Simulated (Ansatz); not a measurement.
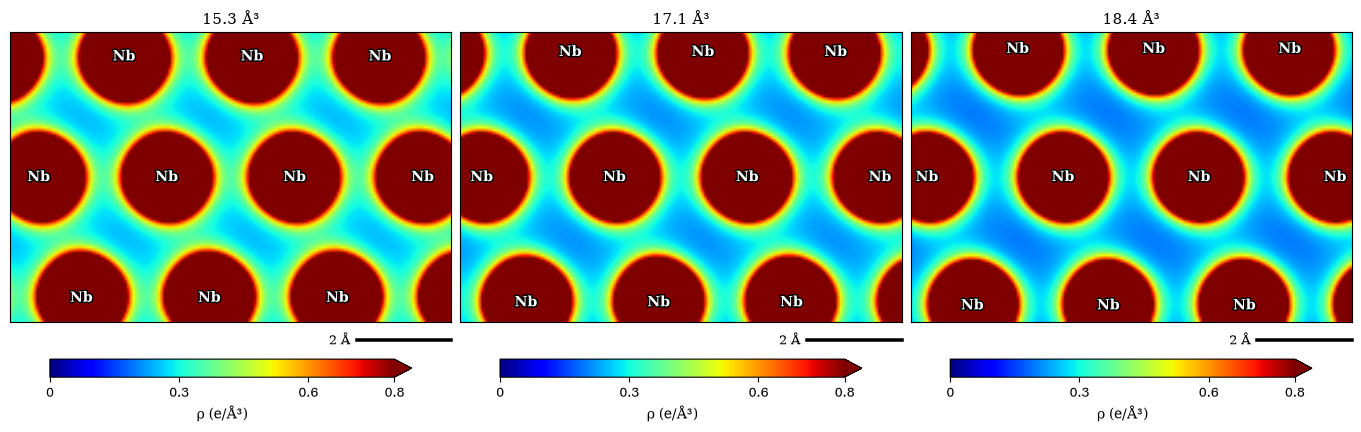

Nb. The valence charge density (pseudo) of cells scaled evenly to different volumes (given per atom above each panel), on the (001) plane of each (indices in the axes of the cell below), at one length scale and on one colour scale.

Level of theory: Ansatz 0.2.0, Kohn-Sham DFT of a periodic cell, PBEsol, Ansatz PAW.

The density is the valence pseudo-density of a PAW calculation; it isn't the true density close to the nuclei.

The largest cell:

```
Nb
1.0
    -1.66395    1.66395    1.66395
     1.66395   -1.66395    1.66395
     1.66395    1.66395   -1.66395
Nb
1
Direct
  0.00000 0.00000 0.00000
```

| volume (Å³/atom) | Nb–Nb contact in the plane (Å) | ρ at its midpoint (e/Å³) | pressure (GPa) | 
| --- | --- | --- | --- |
| 15.34 | 2.711 | 0.364 | 30.0 | 
| 16.71 | 2.790 | ? | ? | 
| 17.13 | 2.813 | 0.311 | 5.0 | 
| 18.43 | 2.882 | 0.280 | −7.8 | 

### What values belong in the row with question marks?

Over the known rows ln ρ falls by 1.53 per Å of Nb–Nb distance (a least-squares line), which gives 0.322 e/Å³ at 2.790 Å; the calculation gives 0.322 e/Å³. For the pressure, a straight line in volume between the neighbouring rows gives 10.9 GPa; the calculation gives 10.0, lower because pressure rises ever faster on compression.
